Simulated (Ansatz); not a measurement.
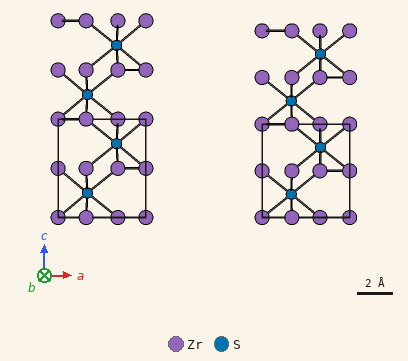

Two geometries of crystalline Zr₃S (a generated structure, set up in P6_322) (coarse preliminary run), drawn at one scale. One is the start of a relaxation, the other its converged end. Style: ball-and-stick. Shown: the cell of the calculation, repeated 1 × 1 × 2 with one cell outlined, along the b axis.

All numbers below come from DFT PBE, scalar-relativistic, plane waves, PAW (Ansatz 0.2.0). Set-up: plane-wave cutoff 420 eV; k-point mesh 6 × 6 × 4; occupations gaussian; smearing width 0.1 eV; no spin polarisation; cell and atoms relaxed; force threshold 0.05 eV/Å; at most 60 steps.

Which geometry has the lower energy?

Answer. The left one is the relaxed one. Case: O → S on all its sites, cell and atoms relaxed. The energy falls by 114 meV per atom in 3 accepted moves (4 points after the start). Largest force component: 1.5 eV/Å at the start, 0.0071 eV/Å at the end. The pressure goes from 11.62 to 0.08 GPa. The SCF was repeated once at an unchanged geometry on a basis and grid sized afresh for the cell, which shifted the energy by 0.2 meV per atom at most. The largest moves relative to the cell, 0.12 Å, are those of Zr atoms. S stays in place. The volume changes by +5.8 %, with a = b 5.904 → 5.916 Å (+0.2 %), c 5.450 → 5.744 Å (+5.4 %). Some distances before and after: Zr–Zr 3.320 → 3.582 Å, Zr–Zr 3.471 → 3.270 Å, Zr–Zr 3.378 → 3.491 Å, S–Zr 2.379 → 2.475 Å. Among the angles between lasting bonds that change: S–Zr–S 133.0° → 128.7°, Zr–S–Zr 88.5° → 92.7°, Zr–S–Zr 90.6° → 88.0°. The space group stays P6_322 (No. 182).
